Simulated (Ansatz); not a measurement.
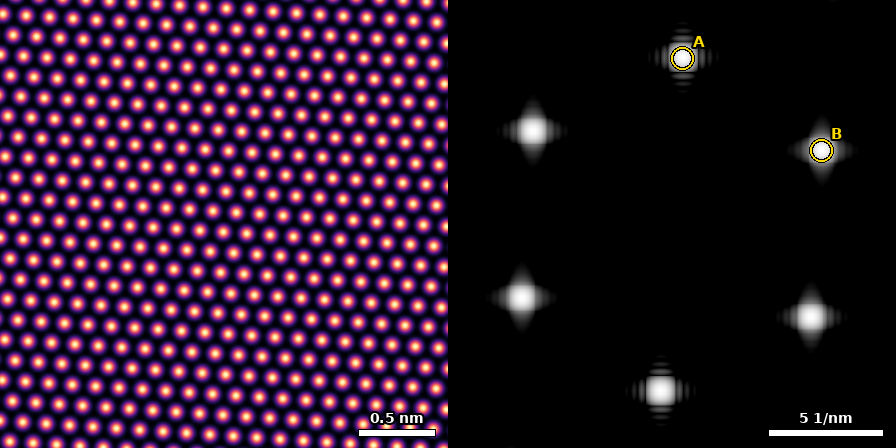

Dark-field STEM-like image of a crystal. The image is simulated as a sum over atoms of Z^1.6, blurred by a 0.75 Å probe (no channelling). The probe carries 15 % of its weight in a tail 2.5 times as wide.

The right panel is the modulus of the image's Fourier transform on a logarithmic scale.

Which lattice spacings do the marked spots stand for, and what angle do A and B enclose?

A: 1.4 Å, B: 1.4 Å; A and B enclose about 60°.

The crystal is Ir (Fm-3m, No. 225) along [111]; the spots are (-2 0 2) and (-2 2 0). Structure used: the input geometry of an electronic-structure calculation (not necessarily at equilibrium).
